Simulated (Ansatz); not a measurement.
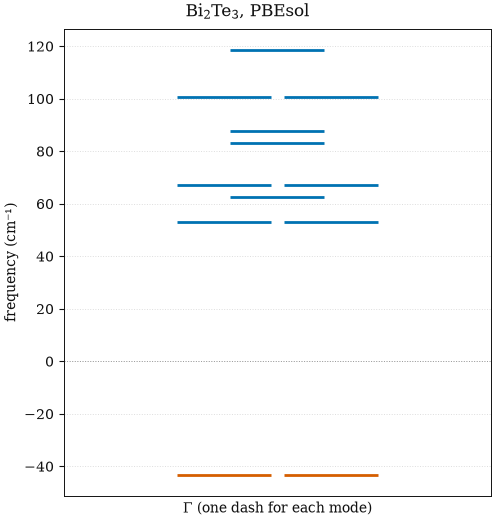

Caption: Zone-centre optical phonon frequencies (the three acoustic modes are left out) for Bi₂Te₃, space group R-3m (No. 166). Imaginary frequencies are drawn as negative.

Two modes are imaginary, the softest at 43.2i cm⁻¹, so the structure is dynamically unstable. The highest mode lies at 118.5 cm⁻¹. The optical modes lie at 43.2i (×2), 53.2 (×2), 62.6, 67.0 (×2), 83.2, 87.6, 100.8 (×2), 118.5 cm⁻¹.

How it was computed, with Ansatz 0.2.0: harmonic phonon frequencies at the zone centre with atoms at rest in the given cell, without the long-range term of polar modes, the three translations left out, imaginary frequencies are negative; plane waves with PAW datasets, Γ-centred k mesh. Level: PBEsol, no spin polarisation.

wave cutoff 420 eV; k mesh 12×12×12; occupations Fermi–Dirac; smearing width 0.15 eV; pressure 0 GPa; phonon method linear response.

Structure:
```
Bi Te
1.0
     2.24748    1.29759    9.21903
    -2.24748    1.29759    9.21903
     0.00000   -2.59517    9.21903
Bi Te
2 3
Direct
  0.80600 0.80600 0.80600
  0.40400 0.40400 0.40400
  0.60500 0.60500 0.60500
  0.20589 0.20589 0.20589
  0.00411 0.00411 0.00411
```

Note: metal sensitive to the k mesh; structure snapped to symmetry.

Input file:
```
crystal:
  lattice:
    - [2.2474849355, 1.2975860325, 9.219030052]
    - [-2.2474849355, 1.2975860325, 9.219030052]
    - [0.0, -2.5951720651, 9.219030052]
  atoms:
    - { symbol: Bi, position: [0.8060012738, 0.8060012738, 0.8060012738] }
    - { symbol: Bi, position: [0.4039987401, 0.4039987401, 0.4039987401] }
    - { symbol: Te, position: [0.6049999741, 0.6049999741, 0.6049999741] }
    - { symbol: Te, position: [0.2058893066, 0.2058893066, 0.2058893066] }
    - { symbol: Te, position: [0.0041107056, 0.0041107056, 0.0041107056] }
basis:
  ecutwfc: 420
kpoints:
  mp_grid: { grid: [12, 12, 12] }
hamiltonian:
  xc: pbesol
scf:
  occupations: { method: fermi_dirac, width: 0.15 }
output:
  eigenvalues: true
phonons:
  method: dfpt
  eigenvectors: true
```

Run as:
```bash
ansatz run input.yaml --threads 4 --pin off --max-ram 12288MiB --backend cpu --events-out ev --progress --plain --runs-dir out
```
